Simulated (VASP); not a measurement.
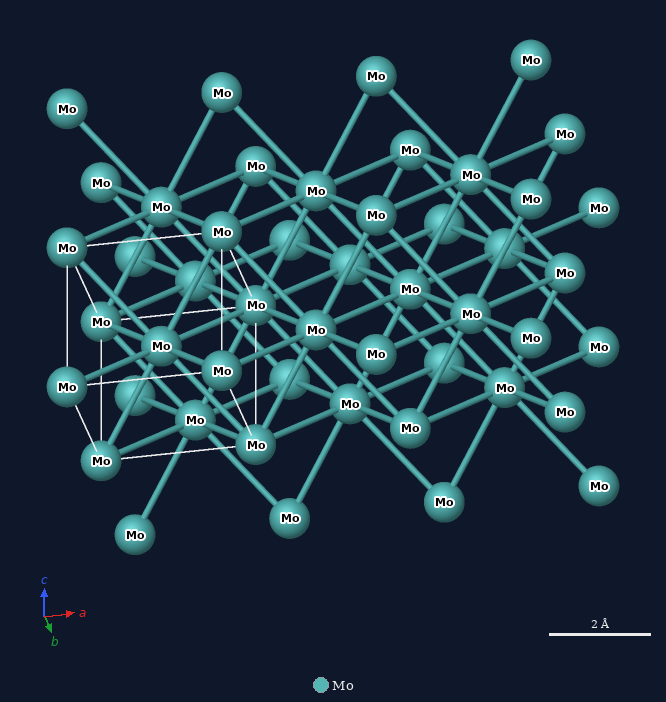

The structure as given in the input (ball-and-stick view of the cell 2 times as large as that of the calculation, set on its symmetry axes, repeated 3 × 2 × 2, seen at an oblique angle). Near neighbours in the crystal (not all of them lie inside the picture): Mo has 8 Mo at 2.73 Å.

Run report: Mo, geometry relaxation (part 1 of 2)

System: Mo (Im-3m, 1 atom in the cell).
Method: Kohn-Sham DFT of a periodic cell, PBE, VASP PAW PBE potentials, recommended, no spin polarisation (VASP 6.6.1).

The structure derives from an entry of the Crystallography Open Database.

## OSZICAR
```
N       E                     dE             d eps       ncg     rms          rms(c)
DAV:   1     0.895179646243E+02    0.89518E+02   -0.83313E+03  4333   0.130E+03
DAV:   2    -0.102758548412E+02   -0.99794E+02   -0.96290E+02  4659   0.341E+02
DAV:   3    -0.115806843255E+02   -0.13048E+01   -0.12916E+01  4984   0.389E+01
DAV:   4    -0.115846326272E+02   -0.39483E-02   -0.39477E-02  4739   0.237E+00
DAV:   5    -0.115846525166E+02   -0.19889E-04   -0.19888E-04  4969   0.169E-01    0.148E+01
DAV:   6    -0.112301243207E+02    0.35453E+00   -0.25065E-01  4707   0.610E+00    0.927E+00
DAV:   7    -0.109392205286E+02    0.29090E+00   -0.91456E-01  4728   0.113E+01    0.122E+00
DAV:   8    -0.109331567790E+02    0.60637E-02   -0.59103E-03  4695   0.881E-01    0.749E-01
DAV:   9    -0.109320159286E+02    0.11409E-02   -0.24504E-03  4596   0.727E-01    0.123E-01
DAV:  10    -0.109320287657E+02   -0.12837E-04   -0.16422E-05  5040   0.567E-02    0.784E-02
DAV:  11    -0.109320409803E+02   -0.12215E-04   -0.23106E-05  4587   0.656E-02    0.507E-03
DAV:  12    -0.109320407323E+02    0.24800E-06   -0.14198E-07  4525   0.497E-03    0.438E-03
DAV:  13    -0.109320404581E+02    0.27420E-06   -0.39269E-08  2508   0.258E-03    0.235E-04
DAV:  14    -0.109320404831E+02   -0.25077E-07   -0.50564E-09  2349   0.981E-04
   1 F= -.10932040E+02 E0= -.10930794E+02  d E =-.109320E+02
       N       E                     dE             d eps       ncg     rms          rms(c)
DAV:   1    -0.114734874545E+02   -0.54145E+00   -0.13926E+01  4437   0.535E+01    0.649E+00
DAV:   2    -0.111291785579E+02    0.34431E+00   -0.34888E-01  4566   0.739E+00    0.408E+00
DAV:   3    -0.109080339882E+02    0.22114E+00   -0.78112E-01  4548   0.108E+01    0.886E-01
DAV:   4    -0.109100941677E+02   -0.20602E-02   -0.36146E-03  4614   0.742E-01    0.745E-01
DAV:   5    -0.109142984465E+02   -0.42043E-02   -0.29989E-03  4533   0.604E-01    0.508E-02
DAV:   6    -0.109142768765E+02    0.21570E-04   -0.13723E-04  4878   0.139E-01    0.141E-02
DAV:   7    -0.109142768769E+02   -0.35675E-09   -0.14331E-06  4572   0.164E-02    0.974E-03
DAV:   8    -0.109142780318E+02   -0.11549E-05   -0.71896E-07  4584   0.966E-03    0.102E-03
DAV:   9    -0.109142779397E+02    0.92101E-07   -0.34100E-09  2367   0.810E-04
   2 F= -.10914278E+02 E0= -.10912716E+02  d E =0.177625E-01
       N       E                     dE             d eps       ncg     rms          rms(c)
DAV:   1    -0.112264873722E+02   -0.31221E+00   -0.72149E+00  4455   0.379E+01    0.619E+00
DAV:   2    -0.110536055769E+02    0.17288E+00   -0.15623E-01  4581   0.516E+00    0.341E+00
DAV:   3    -0.109320190867E+02    0.12159E+00   -0.40462E-01  4533   0.792E+00    0.120E+00
DAV:   4    -0.109349073196E+02   -0.28882E-02   -0.24990E-03  4539   0.650E-01    0.371E-01
DAV:   5    -0.109349183222E+02   -0.11003E-04   -0.39854E-03  4678   0.801E-01    0.400E-02
DAV:   6    -0.109349148636E+02    0.34586E-05   -0.23271E-05  4641   0.643E-02    0.228E-02
DAV:   7    -0.109349084994E+02    0.63641E-05   -0.44421E-06  4605   0.292E-02    0.301E-03
DAV:   8    -0.109349086069E+02   -0.10751E-06   -0.24812E-07  4661   0.607E-03    0.610E-04
DAV:   9    -0.109349086831E+02   -0.76179E-07   -0.27459E-09  2250   0.740E-04
   3 F= -.10934909E+02 E0= -.10933569E+02  d E =-.286820E-02
       N       E                     dE             d eps       ncg     rms          rms(c)
DAV:   1    -0.109349254668E+02   -0.16860E-04   -0.40336E-04  4464   0.286E-01    0.429E-02
DAV:   2    -0.109349155004E+02    0.99664E-05   -0.87578E-06  4575   0.386E-02    0.245E-02
DAV:   3    -0.109349085097E+02    0.69906E-05   -0.22639E-05  4557   0.589E-02    0.754E-03
DAV:   4    -0.109349092671E+02   -0.75741E-06   -0.13721E-07  3673   0.495E-03    0.159E-03
DAV:   5    -0.109349095210E+02   -0.25388E-06   -0.13417E-07  2593   0.482E-03    0.977E-05
DAV:   6    -0.109349095018E+02    0.19212E-07   -0.69300E-09  2145   0.118E-03
   4 F= -.10934910E+02 E0= -.10933572E+02  d E =-.286902E-02
```

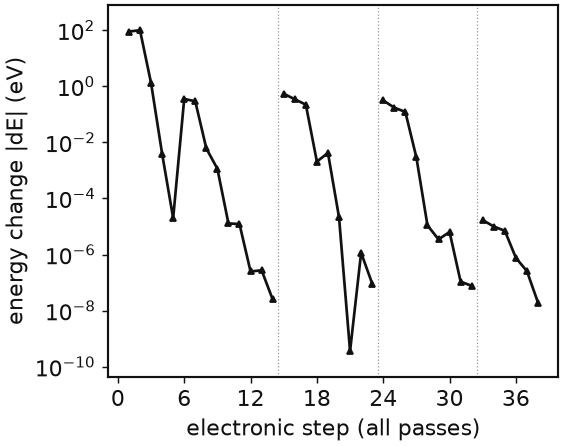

Convergence of the self-consistent field: energy change |dE| against the electronic step. Each stretch between dotted lines is the SCF of one geometry step of a relaxation. The 4 ionic steps take 6 to 14 electronic steps each. The density is held fixed in the first few steps, and dE rises again when its update begins.

## Parts of OUTCAR
```
SYSTEM = Mo
   AMIX = 0.2
   EDIFF = 1E-7
   EDIFFG = -0.002
   ENCUT = 520
   GGA = PE
   IBRION = 2
   ISIF = 3
   ISMEAR = 0
   LASPH = .True.
   LREAL = .False.
   NELM = 100
   NSW = 80
   PREC = Accurate

 ion  position               nearest neighbor table
   1  0.000  0.000  0.000-

  LATTYP: Found a body centered cubic cell.
 ALAT       =     3.1468300000

  Lattice vectors:

 A1 = (  -1.5734150000,   1.5734150000,   1.5734150000)
 A2 = (   1.5734150000,  -1.5734150000,   1.5734150000)
 A3 = (   1.5734150000,   1.5734150000,  -1.5734150000)

Analysis of symmetry for initial positions (statically):
=====================================================================
 Subroutine PRICEL returns:
 Original cell was already a primitive cell.

 Routine SETGRP: Setting up the symmetry group for a
 body centered cubic supercell.

 Subroutine GETGRP returns: Found 48 space group operations
 (whereof 48 operations were pure point group operations)
 out of a pool of 48 trial point group operations.

The static configuration has the point symmetry O_h .

Analysis of symmetry for dynamics (positions and initial velocities):
=====================================================================
 Subroutine PRICEL returns:
 Original cell was already a primitive cell.

 Routine SETGRP: Setting up the symmetry group for a
 body centered cubic supercell.

 Subroutine GETGRP returns: Found 48 space group operations
 (whereof 48 operations were pure point group operations)
 out of a pool of 48 trial point group operations.

The dynamic configuration has the point symmetry O_h .

 Subroutine INISYM returns: Found 48 space group operations
 (whereof 48 operations are pure point group operations),
 and found     1 'primitive' translations

----------------------------------------------------------------------------------------

                                     Primitive cell

  volume of cell :      15.5808

  direct lattice vectors                    reciprocal lattice vectors
    -1.573415000  1.573415000  1.573415000     0.000000000  0.317780115  0.317780115
     1.573415000 -1.573415000  1.573415000     0.317780115  0.000000000  0.317780115
     1.573415000  1.573415000 -1.573415000     0.317780115  0.317780115  0.000000000

  length of vectors
     2.725234721  2.725234721  2.725234721     0.449408949  0.449408949  0.449408949

  position of ions in fractional coordinates (direct lattice)
     0.000000000  0.000000000  0.000000000

  ion indices of the primitive-cell ions
   primitive index   ion index
                 1           1

----------------------------------------------------------------------------------------

 KPOINTS: k-points

Automatic generation of k-mesh.
 Grid dimensions read from file:
 generate k-points for:   18   18   18

 Generating k-lattice:

  Cartesian coordinates                     Fractional coordinates (reciprocal lattice)
     0.000000000  0.017654451  0.017654451     0.055555556  0.000000000  0.000000000
     0.017654451  0.000000000  0.017654451     0.000000000  0.055555556  0.000000000
     0.017654451  0.017654451  0.000000000     0.000000000  0.000000000  0.055555556

  Length of vectors
     0.024967164  0.024967164  0.024967164

  Shift w.r.t. Gamma in fractional coordinates (k-lattice)
     0.000000000  0.000000000  0.000000000

 Subroutine IBZKPT returns following result:
 ===========================================

 Found    195 irreducible k-points:

 Following reciprocal coordinates:
            Coordinates               Weight
  0.000000  0.000000  0.000000      1.000000
  0.055556  0.000000  0.000000     12.000000
  0.111111  0.000000  0.000000     12.000000
  0.166667  0.000000  0.000000     12.000000
  0.222222  0.000000  0.000000     12.000000
  0.277778  0.000000  0.000000     12.000000
  0.333333  0.000000  0.000000     12.000000
  0.388889  0.000000  0.000000     12.000000
  0.444444  0.000000  0.000000     12.000000
  0.500000  0.000000  0.000000      6.000000
  0.055556  0.055556  0.000000     24.000000
  0.111111  0.055556  0.000000     48.000000
  0.166667  0.055556  0.000000     48.000000
  0.222222  0.055556  0.000000     48.000000
  0.277778  0.055556 -0.000000     48.000000
  0.333333  0.055556 -0.000000     48.000000
  0.388889  0.055556  0.000000     48.000000
  0.444444  0.055556  0.000000     48.000000
  0.111111  0.111111  0.000000     24.000000
  0.166667  0.111111  0.000000     48.000000
  0.222222  0.111111 -0.000000     48.000000
  0.277778  0.111111 -0.000000     48.000000
  0.333333  0.111111 -0.000000     48.000000
  0.388889  0.111111  0.000000     48.000000
 [... further k-points ...]
   k-points           NKPTS =    195   k-points in BZ     NKDIM =    195   number of bands    NBANDS=     11
   number of dos      NEDOS =    301   number of ions     NIONS =      1
   total plane-waves  NPLWV =   8000
   dimension x,y,z NGX =    20 NGY =   20 NGZ =   20
   dimension x,y,z NGXF=    40 NGYF=   40 NGZF=   40
   ions per type =               1
   NGX,Y,Z   is equivalent  to a cutoff of  12.20, 12.20, 12.20 a.u.
   NGXF,Y,Z  is equivalent  to a cutoff of  24.40, 24.40, 24.40 a.u.
 SYSTEM =  Mo
   PREC   = accura    normal or accurate (medium, high low for compatibility)
   ISTART =      0    job   : 0-new  1-cont  2-samecut
   ICHARG =      2    charge: 1-file 2-atom 10-const
   ISPIN  =      1    spin polarized calculation?
   LNONCOLLINEAR =      F non collinear calculations
   LSORBIT =      F    spin-orbit coupling
   LASPH  =      T    aspherical Exc in radial PAW
   ENCUT  =  520.0 eV  38.22 Ry    6.18 a.u.   5.07  5.07  5.07*2*pi/ulx,y,z
   NELM   =    100;   NELMIN=  2; NELMDL= -5     # of ELM steps
   EDIFF  = 0.1E-06   stopping-criterion for ELM
   LREAL  =      F    real-space projection
   EDIFFG = -.2E-02   stopping-criterion for IOM
   NSW    =     80    number of steps for IOM
   IBRION =      2    ionic relax: 0-MD 1-quasi-New 2-CG
   NFREE  =      1    steps in history (QN), initial steepest desc. (CG)
   ISIF   =      3    stress and relaxation
   ISYM   =      2    0-nonsym 1-usesym 2-fastsym
   POTIM  = 0.5000    time-step for ionic-motion
   TEBEG  =    0.0;   TEEND  =   0.0 temperature during run
   PSTRESS=    0.0 pullay stress
   NELECT =      14.0000    total number of electrons
   NUPDOWN=      -1.0000    fix difference up-down
   EMIN   =  10.00;   EMAX   =-10.00  energy-range for DOS
   EFERMI =   0.00;   METHOD = LEGACY
   ISMEAR =     0;   SIGMA  =   0.10  broadening in eV -4-tet -1-fermi 0-gaus
   EFERMI_NEDOS =   21; number of points for ismear=-14 and -15
   IALGO  =     38    algorithm
   IMIX   =      4    mixing-type and parameters
     AMIX     =   0.20;   BMIX     =  1.00
     AMIX_MAG =   0.80;   BMIX_MAG =  1.00
  volume/ion in A,a.u.               =      15.58       105.14
  Fermi-wavevector in a.u.,A,eV,Ry     =   1.579747  2.985289 33.954710  2.495601
  Thomas-Fermi vector in A             =   2.680079
   LORBIT       =      0    0 simple, 1 ext, 2 COOP (PROOUT), +10 PAW based schemes
   GGA     = PE    functional components
   LHFCALC =     F    Hartree Fock is set to
   AEXX    =    0.0000 exact exchange contribution
   IVDW    =     0    specifies the selected vdW correction
   LEPSILON=     F    determine dielectric tensor
   LRPA    =     F    only Hartree local field effects (RPA)
 conjugate gradient relaxation of ions
 non-spin polarized calculation
 Gauss-broadening in eV      SIGMA  =   0.10
  energy-cutoff  :      520.00
  volume of cell :       15.58
 maximum number of plane-waves:       432
   NGX = 11   NGY = 11   NGZ = 11

--------------------------------------- Ionic step        1  -------------------------------------------

 number of electron      14.0000001 magnetization

 Free energy of the ion-electron system (eV)
  ---------------------------------------------------
  ext. energy  EPLUGINS =         0.00000000
  ---------------------------------------------------
  free energy    TOTEN  =       -10.93204048 eV

  energy without entropy =      -10.92954813  energy(sigma->0) =      -10.93079431

------------------------ aborting loop because EDIFF is reached ----------------------------------------
```
